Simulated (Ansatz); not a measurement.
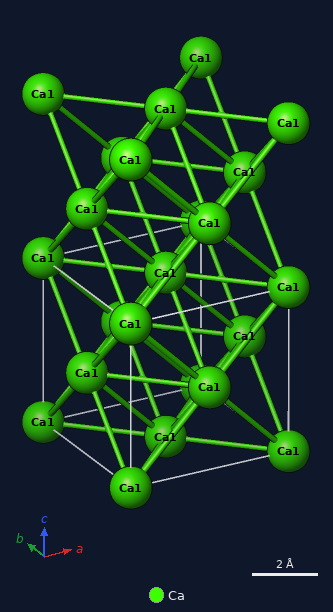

The starting point is a symmetric starting cell of Ca. The picture is a ball-and-stick view of the conventional cell (4 times the calculation's cell), repeated 1 × 1 × 2 with one cell outlined, seen from a free direction. Lengths and directions refer to the drawn axes.

Method: DFT PBE, scalar-relativistic, plane waves, PAW in Ansatz 0.2.0. Set-up: plane-wave cutoff 420 eV; k-point mesh 14 × 14 × 14; occupations gaussian; smearing width 0.1 eV; no spin polarisation.

Now this is done to it. All lengths are scaled by +1.6 % (volume +5.0 %), the atoms keeping their fractional coordinates. No relaxation follows. The starting cell wasn't computed here and needn't be at equilibrium, so pressure and forces aren't due to the change alone.

### What is the effect?

The pressure is −1.2 GPa (not all of it need come from the change, since the unchanged cell can be under pressure at this level too). All forces vanish by symmetry. Some distances before and after: Ca–Ca 3.952 → 4.017 Å. The space group stays Fm-3m (No. 225).

Drawn alike, the variant:

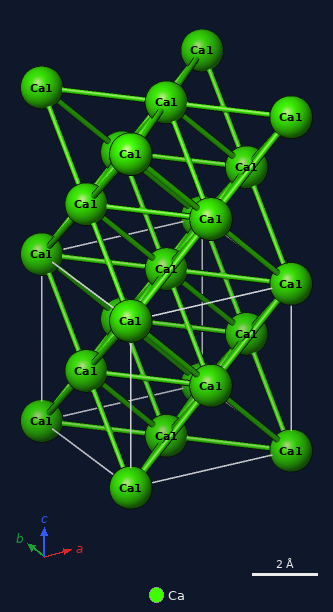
